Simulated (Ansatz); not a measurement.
Structure data:

```
Ir
1.0
     5.52413    0.00000    0.00000
     0.00000    5.52413    0.00000
     0.00000    0.00000    5.52413
Ir
8
Direct
  0.50000 0.00000 0.50000
  0.25000 0.25000 0.25000
  0.50000 0.50000 0.00000
  0.25000 0.75000 0.75000
  0.00000 0.00000 0.00000
  0.75000 0.25000 0.75000
  0.00000 0.50000 0.50000
  0.75000 0.75000 0.25000
```

Question: Describe what this structure looks like.

Answer: The element is iridium. Its lattice is face-centred cubic, its space group Fd-3m (No. 227). It belongs to the family called diamond. The cell holds eight atoms. Ir sits among four Ir in a tetrahedral arrangement at 2.39 Å. The bonds build a three-dimensional framework.

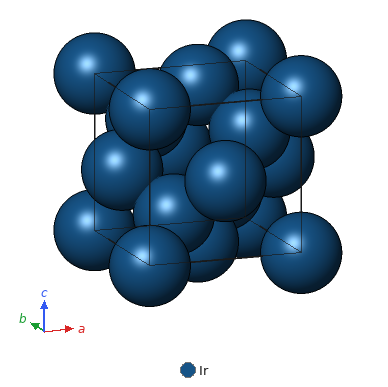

Drawn in the space-filling manner and seen slightly off an axis. Atoms at the boundary of the conventional unit cell (the box) are drawn once for each face, edge or corner they touch. Colours: iridium blue.

Source of the structure: a structure listed in the Materials Project, with elements exchanged, so it need not be a known form of the compound. The structure drawn was relaxed with DFT r2SCAN, scalar-relativistic, plane waves, PAW (Ansatz 0.2.0).
